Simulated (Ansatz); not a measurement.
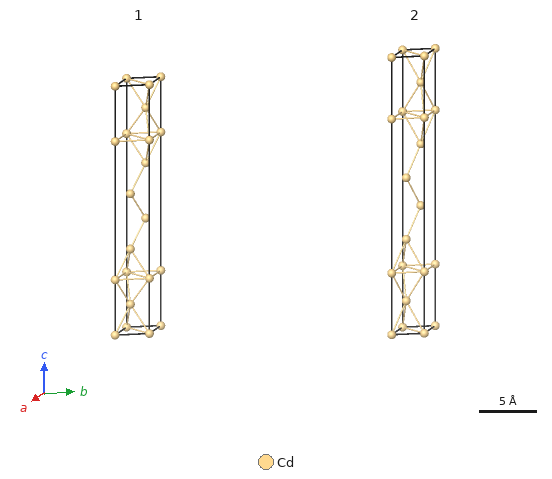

Two geometries of crystalline Cd (a generated structure, set up in R-3m), drawn at one scale. One is the start of a relaxation, the other its converged end. The picture is a ball-and-stick view of the conventional cell (3 times the calculation's cell), seen slightly off an axis. Lengths and directions refer to the drawn axes.

All numbers below come from DFT PBEsol, scalar-relativistic, plane waves, PAW in Ansatz. Set-up: plane-wave cutoff 420 eV; k-point mesh 18 × 18 × 18; occupations gaussian; smearing width 0.1 eV; no spin polarisation; cell and atoms relaxed; force threshold 0.01 eV/Å; at most 60 steps.

**Which one is relaxed?**

Structure 2 is the relaxed one. Case: Ag → Cd on all its sites, cell and atoms relaxed. The energy falls by 8.4 meV per atom in 7 accepted moves (11 points after the start). The largest force component goes from 0.0027 to 0.0025 eV/Å. Pressure: −0.10 GPa at the start and 0.00 GPa at the end. The line search rejected the trial steps at points 6, 7 of the run. At 2 points the geometry stayed and the basis and grid were re-selected for the new cell (energy shift of 0.3 meV per atom at most each time). The atoms keep their places relative to the cell (all moves are under 0.005 Å). The drawn cell changes as follows: a = b 3.088 → 2.946 Å (−4.6 %), c 22.696 → 25.287 Å (+11.4 %); the volume changes by +1.4 %. Among the contacts that change: Cd–Cd 3.080 → 3.277 Å, Cd–Cd 3.093 → 3.288 Å, Cd–Cd 3.088 → 2.946 Å. The space group stays R-3m (No. 166). The run took 10 min on 1 thread of Arm Neoverse V2, with other jobs on the host, peak memory 1.1 GiB.
